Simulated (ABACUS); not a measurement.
**ZnS: band-structure run (part 1 of 2)**

System: ZnS (P6₃mc, 4 atoms in the cell).
Method: Kohn-Sham DFT of a periodic cell, PBEsol, GBRV ultrasoft 1.5 PBEsol, no spin polarisation (ABACUS 3.10.1).

The structure derives from an entry of the Crystallography Open Database. It belongs to a series of runs on one base structure; here: bands on the converged density.

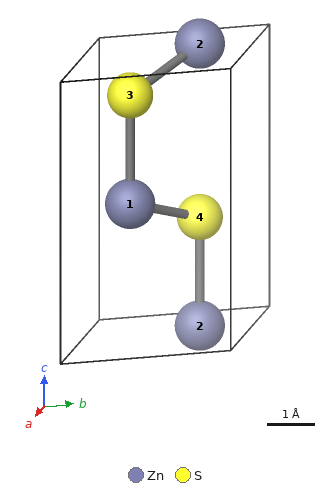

**Figure 1.** The structure (ball-and-stick view of the cell of the calculation, seen slightly off an axis; atoms are numbered from 1 in the order of the input). Near neighbours in the crystal (not all of them lie inside the picture): Zn has 4 S at 2.31 to 2.40 Å; S has 4 Zn at 2.31 to 2.40 Å.

Results in brief

| quantity | value |
| --- | --- |
| outcome | converged |
| space group (tolerance 0.01 Å) | P6₃mc (186) |
| electrons treated | 52 |
| Fermi energy of the self-consistent step | 7.879 eV |
| gap on the band path | 2.10 eV |
| hardware | 4 threads of Intel Xeon (Granite Rapids), 16 GiB of memory available, shared host |
| wall time | 12 s (CPU time 49 s) |
| peak memory | 1 GiB |

Input
```
INPUT_PARAMETERS
suffix              ZnS
calculation         nscf
basis_type          pw
pseudo_dir          ./
symmetry            -1
dft_functional      pbesol
ecutwfc             40.0
pseudo_rcut         10
nspin               1
nbands              38
ks_solver           dav
smearing_method     fd
smearing_sigma      0.00367493
scf_thr             1e-08
scf_nmax            100
mixing_type         broyden
mixing_beta         0.7
ecutrho             320.0
init_chg            file
pw_diag_thr         1e-07
out_band            1
kpar                4
```

File STRU
```
ATOMIC_SPECIES
Zn 65.3800 zn_pbesol_v1.uspp.F.UPF
S 32.0600 s_pbesol_v1.4.uspp.F.UPF

LATTICE_CONSTANT
1.8897261246

LATTICE_VECTORS
3.8110000000 0.0000000000 0.0000000000
-1.9055000000 3.3004228138 0.0000000000
0.0000000000 0.0000000000 6.2340000000

ATOMIC_POSITIONS
Direct

Zn
0.0
2
0.6666666667 0.3333333333 0.5000000000 1 1 1
0.3333333333 0.6666666667 0.0000000000 1 1 1

S
0.0
2
0.6666666667 0.3333333333 0.8850000000 1 1 1
0.3333333333 0.6666666667 0.3850000000 1 1 1
```

File KPT
```
K_POINTS
12
Line
0.00000000 0.00000000 0.00000000 10 // G
0.50000000 0.00000000 0.00000000 10 // M
0.33333333 0.33333333 0.00000000 10 // K
0.00000000 0.00000000 0.00000000 10 // G
0.00000000 0.00000000 0.50000000 10 // A
0.50000000 0.00000000 0.50000000 10 // L
0.33333333 0.33333333 0.50000000 10 // H
0.00000000 0.00000000 0.50000000 1 // A
0.50000000 0.00000000 0.50000000 10 // L
0.50000000 0.00000000 0.00000000 1 // M
0.33333333 0.33333333 0.00000000 10 // K
0.33333333 0.33333333 0.50000000 1 // H
```

Command:
```bash
OMP_NUM_THREADS=1 mpirun -np 4 abacus > log
```

The program's output
```
ABACUS v3.10.1

               Atomic-orbital Based Ab-initio Computation at UStc

 ------------------------------------------------------------------------------------

 READING GENERAL INFORMATION
                           global_out_dir = OUT.ZnS/
                           global_in_card = INPUT
                               pseudo_dir = ./
                              orbital_dir =
                                    DSIZE = 4
                                    GSIZE = 1

 READING UNITCELL INFORMATION
                                    ntype = 2
                  lattice constant (Bohr) = 1.88973
              lattice constant (Angstrom) = 1

 READING ATOM TYPE 1
                               atom label = Zn
                      L=0, number of zeta = 1
                      L=1, number of zeta = 1
                      L=2, number of zeta = 1
             number of atom for this type = 2

 READING ATOM TYPE 2
                               atom label = S
                      L=0, number of zeta = 1
                      L=1, number of zeta = 1
                      L=2, number of zeta = 1
             number of atom for this type = 2

                        TOTAL ATOM NUMBER = 4
DIRECT COORDINATES
    atom                   x                   y                   z     mag                  vx                  vy                  vz
taud_Zn1            0.6666666667        0.3333333333        0.5000000000  0.0000        0.0000000000        0.0000000000        0.0000000000
taud_Zn2            0.3333333333        0.6666666667        0.0000000000  0.0000        0.0000000000        0.0000000000        0.0000000000
taud_S1            0.6666666667        0.3333333333        0.8850000000  0.0000        0.0000000000        0.0000000000        0.0000000000
taud_S2            0.3333333333        0.6666666667        0.3850000000  0.0000        0.0000000000        0.0000000000        0.0000000000

                          Volume (Bohr^3) = 529.142
                             Volume (A^3) = 78.4106

 Lattice vectors: (Cartesian coordinate: in unit of a_0)
               +3.811                  +0                  +0
              -1.9055            +3.30042                  +0
                   +0                  +0              +6.234
 Reciprocal vectors: (Cartesian coordinate: in unit of 2 pi/a_0)
            +0.262398           +0.151496                  -0
                   -0           +0.302991                  -0
                   +0                  -0           +0.160411
 The esolver type has been set to : ksdft_pw

                PAO radial cut off (Bohr) = 10

 Read in pseudopotential file is zn_pbesol_v1.uspp.F.UPF
                     pseudopotential type = US
          exchange-correlation functional = PBEsol
                 nonlocal core correction = 0
                        valence electrons = 20
                                     lmax = 2
                           number of zeta = 5
                     number of projectors = 6
                           L of projector = 0
                           L of projector = 0
                           L of projector = 1
                           L of projector = 1
                           L of projector = 2
                           L of projector = 2
 XC functional updated to : pbesol
          exchange-correlation functional = PBESOL
                PAO radial cut off (Bohr) = 10

 Read in pseudopotential file is s_pbesol_v1.4.uspp.F.UPF
                     pseudopotential type = US
          exchange-correlation functional = PBEsol
                 nonlocal core correction = 1
                        valence electrons = 6
                                     lmax = 2
                           number of zeta = 2
                     number of projectors = 6
                           L of projector = 0
                           L of projector = 0
                           L of projector = 1
                           L of projector = 1
                           L of projector = 2
                           L of projector = 2
 XC functional updated to : pbesol
          exchange-correlation functional = PBESOL
     initial pseudo atomic orbital number = 34

 SETUP THE ELECTRONS NUMBER
            electron number of element Zn = 20
      total electron number of element Zn = 40
             electron number of element S = 6
       total electron number of element S = 12
            AUTOSET number of electrons:  = 52
                           occupied bands = 26
                                   NBANDS = 38
                                   NLOCAL = 36

%%%%%%%%%%%%%%%%%%%%%%%%%%%%%%%%%%%%%%%%%%%%%%%%%%%%%%%%%%%%%%%%%%%%%%%%%%%%%%%%%%%%%%%%%%%%%%%%%%%%%%%%%%
 Warning: the number of valence electrons in pseudopotential > 12 for Zn: [Ar] 3d10 4s2
 Pseudopotentials with additional electrons can yield (more) accurate outcomes, but may be less efficient.
 If you're confident that your chosen pseudopotential is appropriate, you can safely ignore this warning.
%%%%%%%%%%%%%%%%%%%%%%%%%%%%%%%%%%%%%%%%%%%%%%%%%%%%%%%%%%%%%%%%%%%%%%%%%%%%%%%%%%%%%%%%%%%%%%%%%%%%%%%%%%

 SETUP THE PLANE WAVE BASIS
 energy cutoff for charge/potential (unit:Ry) = 160
            fft grid for charge/potential = [ 30, 30, 48 ]
                        fft grid division = [ 1, 1, 1 ]
        big fft grid for charge/potential = [ 45, 45, 72 ]
                                     nbxx = 145800
                                     nrxx = 43200

 SETUP PLANE WAVES FOR CHARGE/POTENTIAL
                    number of plane waves = 18137
                         number of sticks = 583

 PARALLEL PW FOR CHARGE/POTENTIAL
     PROC   COLUMNS(POT)             PW
        1            583          18137
 --------------- sum -------------------
        1            583          18137
                            number of |g| = 927
                                  max |g| = 14.4464
                                  min |g| = 0

 energy cutoff for dense charge/potential (unit:Ry) = 320
      fft grid for dense charge/potential = [ 45, 45, 72 ]
                                     nrxx = 145800

 SETUP PLANE WAVES FOR dense CHARGE/POTENTIAL
                    number of plane waves = 51205
                         number of sticks = 1147

 PARALLEL PW FOR dense CHARGE/POTENTIAL
     PROC   COLUMNS(POT)             PW
        1           1147          51205
 --------------- sum -------------------
        1           1147          51205
                            number of |g| = 2345
                                  max |g| = 28.9421
                                  min |g| = 0

----------- Double Check Mixing Parameters Begin ------------
mixing_type: broyden
mixing_beta: 0.7
mixing_gg0: 1
mixing_gg0_min: 0.1
mixing_ndim: 8
----------- Double Check Mixing Parameters End ------------

 SETUP K-POINTS
                                    nspin = 1
                                   nkstot = 93
K-POINTS DIRECT COORDINATES
 KPOINTS    DIRECT_X    DIRECT_Y    DIRECT_Z  WEIGHT
       1  0.00000000  0.00000000  0.00000000  1.0000
       2  0.05000000  0.00000000  0.00000000  1.0000
       3  0.10000000  0.00000000  0.00000000  1.0000
       4  0.15000000  0.00000000  0.00000000  1.0000
       5  0.20000000  0.00000000  0.00000000  1.0000
       6  0.25000000  0.00000000  0.00000000  1.0000
       7  0.30000000  0.00000000  0.00000000  1.0000
       8  0.35000000  0.00000000  0.00000000  1.0000
       9  0.40000000  0.00000000  0.00000000  1.0000
      10  0.45000000  0.00000000  0.00000000  1.0000
      11  0.50000000  0.00000000  0.00000000  1.0000
      12  0.48333333  0.03333333  0.00000000  1.0000
      13  0.46666667  0.06666667  0.00000000  1.0000
      14  0.45000000  0.10000000  0.00000000  1.0000
      15  0.43333333  0.13333333  0.00000000  1.0000
      16  0.41666666  0.16666666  0.00000000  1.0000
      17  0.40000000  0.20000000  0.00000000  1.0000
      18  0.38333333  0.23333333  0.00000000  1.0000
      19  0.36666666  0.26666666  0.00000000  1.0000
      20  0.35000000  0.30000000  0.00000000  1.0000
      21  0.33333333  0.33333333  0.00000000  1.0000
      22  0.30000000  0.30000000  0.00000000  1.0000
      23  0.26666666  0.26666666  0.00000000  1.0000
      24  0.23333333  0.23333333  0.00000000  1.0000
      25  0.20000000  0.20000000  0.00000000  1.0000
      26  0.16666666  0.16666666  0.00000000  1.0000
      27  0.13333333  0.13333333  0.00000000  1.0000
      28  0.10000000  0.10000000  0.00000000  1.0000
      29  0.06666667  0.06666667  0.00000000  1.0000
      30  0.03333333  0.03333333  0.00000000  1.0000
[... 63 further k points ...]

           k-point number in this process = 24
       minimum distributed K point number = 23

[... K-POINTS CARTESIAN COORDINATES: 24 rows ...]

[... K-POINTS DIRECT COORDINATES: 24 rows ...]

 SETUP PLANE WAVES FOR WAVE FUNCTIONS
     energy cutoff for wavefunc (unit:Ry) = 40
              fft grid for wave functions = [ 30, 30, 48 ]
                    number of plane waves = 2899
                         number of sticks = 163

 PARALLEL PW FOR WAVE FUNCTIONS
     PROC   COLUMNS(POT)             PW
        1            163           2899
 --------------- sum -------------------
        1            163           2899

 SETUP NONLOCAL PSEUDOPOTENTIALS IN PLANE WAVE BASIS
 Zn non-local projectors:
 projector 1 L=0
 projector 2 L=0
 projector 3 L=1
 projector 4 L=1
 projector 5 L=2
 projector 6 L=2
 S non-local projectors:
 projector 1 L=0
 projector 2 L=0
 projector 3 L=1
 projector 4 L=1
 projector 5 L=2
 projector 6 L=2
      TOTAL NUMBER OF NONLOCAL PROJECTORS = 72

 Init Non-Local PseudoPotential table :
 Init Non-Local-Pseudopotential done.

                                     npwx = 2277

 Make real space PAO into reciprocal space.
       max mesh points in Pseudopotential = 763
     dq(describe PAO in reciprocal space) = 0.01
                                    max q = 763

 number of pseudo atomic orbitals for Zn is 5
WARNING: norm of atomic wavefunction # 4 of atomic type Zn is 0.999967, renormalized
WARNING: norm of atomic wavefunction # 5 of atomic type Zn is 0.990497, renormalized

 number of pseudo atomic orbitals for S is 2
WARNING: norm of atomic wavefunction # 2 of atomic type S is 0.999996, renormalized

 -------------------------------------------
 NONSELF-CONSISTENT
 -------------------------------------------
                                 init_chg = file
 try to read charge from file
 Read in the charge density: OUT.ZnS//ZnS-CHARGE-DENSITY.restart

 PW ALGORITHM --------------- ION=   1  ELEC=   1--------------------------------
```
